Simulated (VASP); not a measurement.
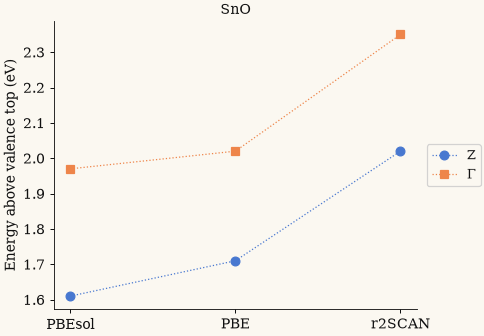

Lowest conduction level at each named k point, counted from the valence-band top at Γ, by several methods on one cell of SnO, space group P4/nmm, 4 atoms in the cell; a = 3.839 Å, c = 4.919 Å (tetragonal axes). All runs are without spin-orbit coupling and carry no moments. The smallest gap lies off these points.

**Does r2SCAN shift these levels rigidly from PBE?**

The shifts are +0.31 eV at Z and +0.33 eV at Γ: a spread of 0.02 eV on a mean of 0.32 eV, so one shift describes them well.

**How do the methods rank at Z?**

From low to high: PBEsol 1.61, PBE 1.71, r2SCAN 2.02 eV.

**Do the methods agree on which of these conduction levels is lowest?**

Yes: all put it at Z.

| method | program | Z (eV) | Γ (eV) |
| --- | --- | --- | --- |
| PBEsol | VASP | 1.61 | 1.97 |
| PBE | VASP | 1.71 | 2.02 |
| r2SCAN | VASP | 2.02 | 2.35 |

Settings. PBEsol: VASP PAW PBE potentials, release 64 (Sn_d, O), 7×7×6 k mesh, 520 eV cutoff, Fermi-Dirac smearing of 0.05 eV (VASP). PBE: VASP PAW PBE potentials, release 64 (Sn_d, O), 7×7×6 k mesh, 520 eV cutoff, Fermi-Dirac smearing of 0.05 eV (VASP 6.6.1). r2SCAN: VASP PAW PBE potentials, release 64 (Sn_d, O), 6×6×6 k mesh, 520 eV cutoff, Gaussian smearing of 0.02 eV (VASP).

These are three of the 4 methods that were run on this cell. LDA, GGA and most meta-GGA functionals understate gaps. The usual form of SnO is litharge (tetragonal). PBEsol and r2SCAN: the PAW data sets were made with another functional. Over all k points computed the smallest gap is 0.43 eV in PBEsol, 0.45 eV in PBE and 0.37 eV in r2SCAN, and a mesh with an odd division can miss a smaller one.
